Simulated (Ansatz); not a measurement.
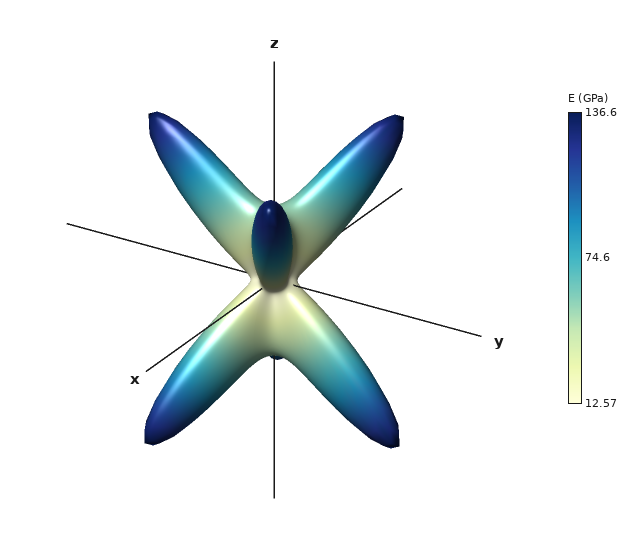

**Figure.** Young's modulus as a surface whose radius and colour give its value in each direction for Se, space group P3_121 (No. 152).

Over all directions E runs from 12.6 to 136.6 GPa, a ratio of 11, a strong anisotropy; the crystal is close to a mechanical instability, so the softest values aren't well resolved. E is 15.3 GPa along x, 15.3 GPa along y and 52.4 GPa along z, and 53.1 GPa along the body diagonal x + y + z. The Hill averages are K = 47.4 GPa and G = 18.8 GPa; K/G = 2.52.

Calculation (Ansatz 0.2.0): all-electron LAPW DFT, no spin polarisation; elastic constants in Voigt order on the axes of the given cell. Level: PBEsol.

```tsv
setting	value
k mesh	5×5×4
occupations	Fermi–Dirac
smearing width	0.05 eV
potentials	all electron LAPW, scalar relativistic
wave cutoff	324.9 eV
density cutoff	1300 eV
program settings	basis error eV/atom 0.002
```

The given structure:
```yaml
crystal:
  lattice:
    - [4.36620, 0.00000, 0.00000]
    - [-2.18310, 3.78124, 0.00000]
    - [0.00000, 0.00000, 4.95360]
  atoms:
    - { symbol: Se, position: [0.77460, 0.77460, 0.00000] }
    - { symbol: Se, position: [0.00000, 0.22540, 0.66667] }
    - { symbol: Se, position: [0.22540, 0.00000, 0.33333] }
```
